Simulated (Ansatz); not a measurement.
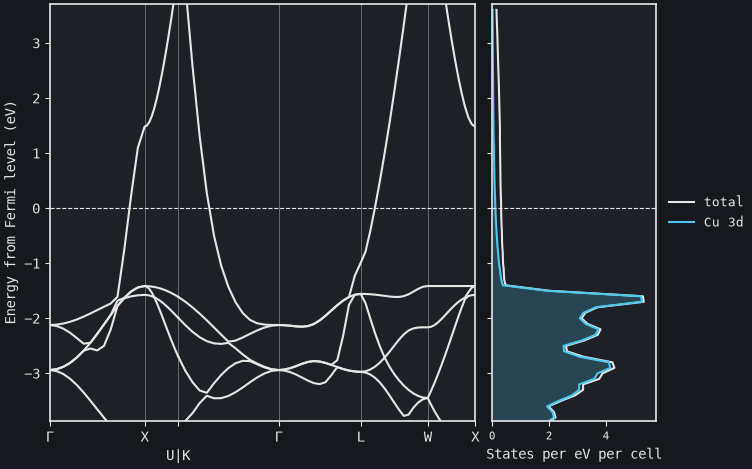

Band structure and density of states. Energies are counted from the Fermi level. The partial curves are projected on Löwdin-orthogonalised atomic shells; they sum to less than the total at higher energies, where shells without a projector contribute.

System: Cu, space group Fm-3m, 1 atom in the cell; a = 2.57 Å, b = 2.57 Å, c = 2.57 Å, α = 60.00°, β = 60.00°, γ = 60.00°.

Level of theory: DFT PBE, scalar-relativistic, plane waves, PAW, no spin polarisation, 20×20×20 k mesh, 420 eV cutoff, Gaussian smearing of 0.1 eV; code Ansatz 0.2.0.

> Does this material conduct, going by its bands?

A metal: 1 band crosses the Fermi level along this path.

> What carries the states at the Fermi level?

By projected weight, the states within 0.3 eV of the Fermi level are Cu 3d (45 %); the projections cover about 80 % of the total there.

> What is the density of states at the Fermi level?

The density of states at the Fermi level is about 0.31 per eV and cell (mean within 0.25 eV).

> On which lines of the path do bands cross the Fermi level?

Bands cross the Fermi level on Γ–X, K–Γ and L–W, and not on X–U, Γ–L and W–X.
